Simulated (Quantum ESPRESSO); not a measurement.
# Voltage at the next charge: graphene, 2 layers, AB stacking against an electrode

How the rows were computed: Quantum ESPRESSO 7.5, PBE, GBRV ultrasoft; ESM with bc3, a metal electrode 4.95 Å above the top atoms; cell area 5.265 Å²; ions fixed. V is the potential energy of an electron at the electrode over the slab's Fermi level, divided by e, so that it equals the work function at zero charge; positive charge removes electrons.

```tsv
charge (e a cell)	V (V)
0	4.284
0.0079	5.618
0.0158	6.794
```

**Question.** What is V at a charge of 0.0316 e, and what capacitance do the rows imply?

**Worked estimate.** The last two rows give dV/dq = (6.794 − 5.618)/(0.0158 − 0.0079) = 148.9 V/e, so C = 1602/(5.265 × 148.9) = 2.04 µF/cm², an effective gap of 8.854/2.04 = 4.33 Å. At constant C, V = 6.794 + 148.9 × 0.0158 = 9.15 V.

**Check.** V = 9.178 V; the estimate misses by −0.03 V, 1.4 % of the step. Over the three intervals C goes 1.80, 2.04 and 2.02 µF/cm².

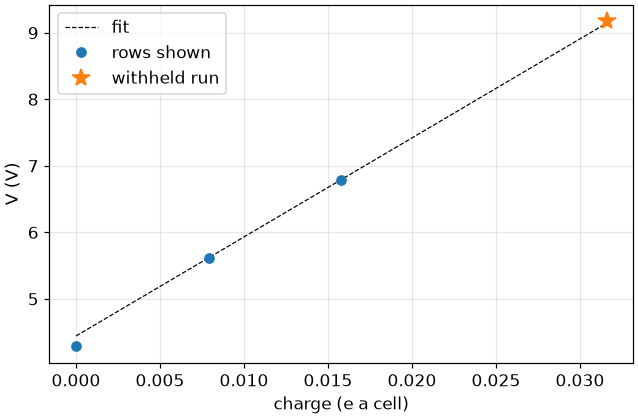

The rows shown, the fit and the withheld run.

**Limits.** Vacuum fills the gap; a dielectric or electrolyte would change C. The slab is thin.

[Logs are printed without paths, hosts, clocks, repeated set-up lines and the standing remarks that a program may print on its own settings, such as how far it seeks lower states.]
